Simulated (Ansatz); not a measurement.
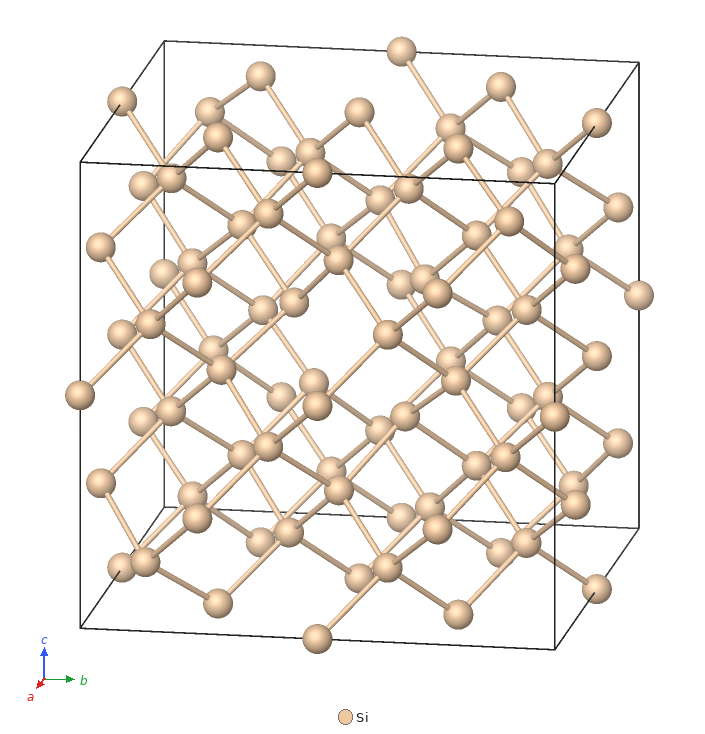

Structure drawing (ball-and-stick), viewed slightly off an axis. The conventional unit cell is outlined; an atom on or near a face, edge or corner is repeated at each equivalent position. Cell: a = 10.868 Å, b = 10.868 Å, c = 10.868 Å, α = 90.00°, β = 90.00°, γ = 90.00°.

The element is silicon. Space group: I-43m (No. 217). Lattice: body-centred cubic. The cell holds 62 atoms. Within bonding distance, the neighbour counts come to Si 3 to 4 (mean 3.9). The bonds build a three-dimensional framework.

Provenance: a structure listed in the Materials Project, repeated into a supercell with a point defect put in. The atoms were relaxed in a fixed cell with DFT PBEsol, scalar-relativistic, plane waves, PAW (Ansatz).
